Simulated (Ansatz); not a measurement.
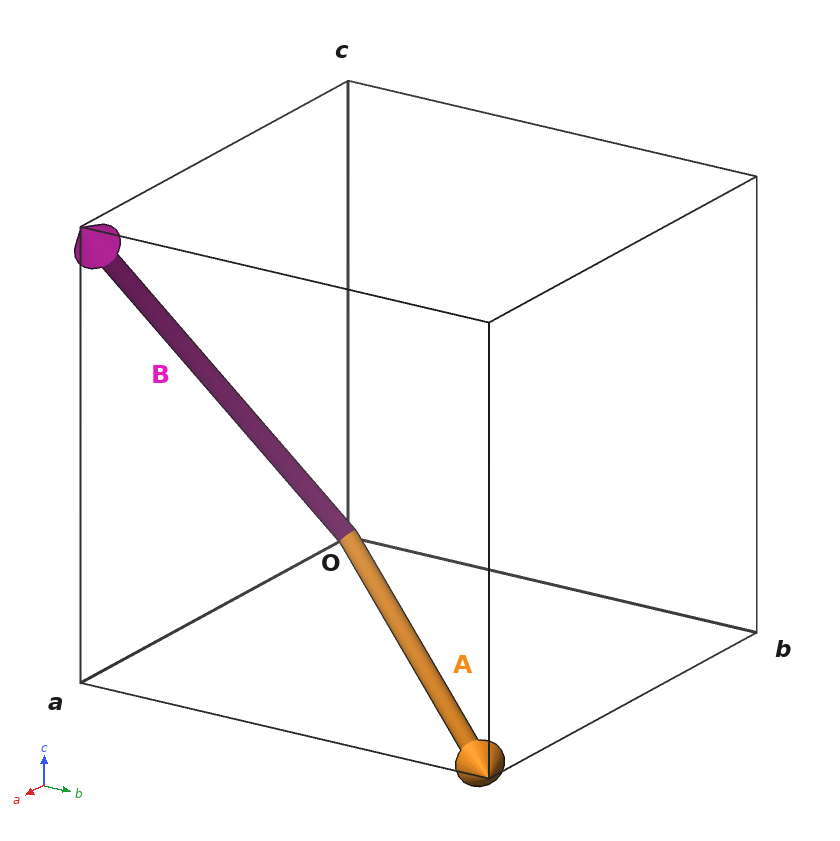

For Ti, coordinates from a relaxation with DFT, revPBE, plane waves (420 eV) with PAW, scalar-relativistic (Ansatz); the starting structure was generated, so it need not be a known form of this composition: each arrow starts at a corner of the unit cell and ends on its surface; where a tip isn't a corner, dashed lines run from it parallel to the axes. Geometry calculated from the standardised cell; symmetry tolerance 0.002 Å.

a = 5.790 Å, b = 5.790 Å, c = 5.790 Å, α = 90.00°, β = 90.00°, γ = 90.00°.

> Give [uvw] of each arrow.

Arrow A runs from (0, 0, 0) to (1, 1, 0), so [1 1 0]; Arrow B runs from (0, 0, 0) to (1, 0, 1), so [1 0 1].

> How long is the vector ua + vb + wc in each case, and what angles do the directions make?

A 8.188 Å; B 8.188 Å. A–B: 60.0°.
